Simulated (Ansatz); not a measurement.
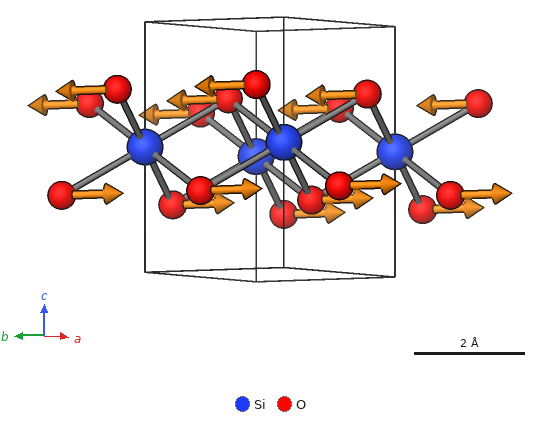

The lowest optical mode of crystalline SiO₂ (a generated structure), space group P-3m1 (No. 164), at the zone centre. Displacements are drawn as orange arrows; their common scale and sign are arbitrary. A ball-and-stick model of the cell of the calculation, seen from a free direction.

Theory: Ansatz 0.2.0, DFT PBE+D3(BJ), scalar-relativistic, plane waves, PAW.

Input
```yaml
crystal:
  lattice:
    - [2.6865084272, 0.0, 0.0]
    - [-1.3432542136, 2.3265845455, 0.0]
    - [0.0, 0.0, 4.6006108566]
  atoms:
    - { symbol: Si, position: [0.0, 0.0, 0.5] }
    - { symbol: O, position: [0.3333333333, 0.6666666667, 0.69902377] }
    - { symbol: O, position: [0.6666666667, 0.3333333333, 0.30097623] }
basis:
  ecutwfc: 420
kpoints:
  mp_grid: { grid: [12, 12, 6] }
hamiltonian:
  xc: pbe
  dispersion: d3bj
scf:
  occupations: { method: fixed }
output:
  eigenvalues: true
phonons:
  method: dfpt
  dielectric: true
  rigid_motions: translations
  eigenvectors: true
  qmesh: [3, 3, 2]
  temperatures: { t_max: 1000, t_step: 100 }
  qpath:
    path:
      - [[0.0, 0.0, 0.0], [0.5, 0.0, 0.0], [0.33333333, 0.33333333, 0.0], [0.0, 0.0, 0.0], [0.0, 0.0, 0.5], [0.5, 0.0, 0.5], [0.33333333, 0.33333333, 0.5], [0.0, 0.0, 0.5]]
      - [[0.5, 0.0, 0.5], [0.5, 0.0, 0.0]]
      - [[0.33333333, 0.33333333, 0.5], [0.33333333, 0.33333333, 0.0]]
    npoints: 8
```

Command:
```bash
ansatz run input.yaml --threads 1 --pin off --max-ram 2560MiB --backend cpu --events-out ev --progress --plain --runs-dir out
```

Frequencies are those without the non-analytic (LO–TO) term.

Q: Is this crystal at a minimum with respect to the drawn distortion?

A: Yes: this softest mode has a real frequency, and so have all others here. That speaks for this wave vector alone: the rest of the zone wasn't checked in this run. This is the E_g mode (doubly degenerate; one member of the set is drawn) at 539 cm⁻¹, the lowest optical level, Raman-active by symmetry. The Si atoms stay at rest; all motion is along b; atoms of one kind move against one another, with no net shift of their sublattice.
